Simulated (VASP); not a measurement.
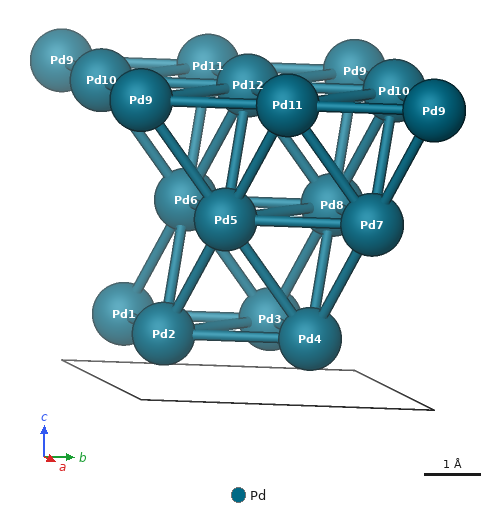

This is the input geometry for a relaxation of a slab of composition Pd. Style: ball-and-stick. Shown: the cell of the calculation, outlined in the plane, without the vacuum, slightly off an axis.

The run lets the atoms move in a fixed cell. 8 atoms are held fixed.

All numbers below come from Kohn-Sham DFT of a periodic cell, PBE with D3(BJ), VASP PAW PBE potentials, recommended (VASP 6.6.1).

Input file:
```
SYSTEM = Pd
  PREC = Accurate
  ENCUT = 400
  EDIFF = 1E-7
  ISMEAR = 1
  SIGMA = 0.1
  LREAL = Auto
  LASPH = .True.
  NELM = 100
  ALGO = Normal
  ISIF = 2
  LWAVE = .False.
  LCHARG = .False.
  GGA = PE
  IVDW = 12
  IBRION = 2
  NSW = 120
  EDIFFG = -0.03
  ISYM = 0
  KPAR = 4
```

Run as
```bash
cat potpaw_PBE.64/Pd/POTCAR > POTCAR
mpirun -np 4 vasp_std > vasp.out
```

The structure:
```
Pd
1.0
     5.50129    0.00000    0.00000
     2.75065    4.76426    0.00000
     0.00000    0.00000   20.99179
Pd
12
Cartesian
  1.3753 0.7940 2.5000
  4.1260 0.7940 2.5000
  2.7506 3.1762 2.5000
  5.5013 3.1762 2.5000
  5.5013 1.5881 4.7459
  2.7506 1.5881 4.7459
  6.8766 3.9702 4.7459
  4.1260 3.9702 4.7459
  0.0000 0.0000 6.9918
  2.7506 0.0000 6.9918
  1.3753 2.3821 6.9918
  4.1260 2.3821 6.9918
```

Question: Predict the outcome.

Answer: The largest moves, 0.027 Å, are those of Pd9, Pd10, Pd11 and Pd12. Pd9 goes along the normal (+c). The cell stays as it was. Some distances before and after: Pd5–Pd11 2.751 → 2.773 Å. Over 2 geometry steps the energy falls by 7.6 meV per cell of the calculation. The largest force component goes from 0.14 to 0.14 eV/Å. It ran on 4 threads of AMD EPYC 7R13 Processor (Zen 3), on a shared host.

Step by step:

```tsv
step	E − E(0), meV/atom	largest force component, eV/Å
0	0.00	0.1412
1	-0.28	0.1415
2	-0.64	0.1424
```
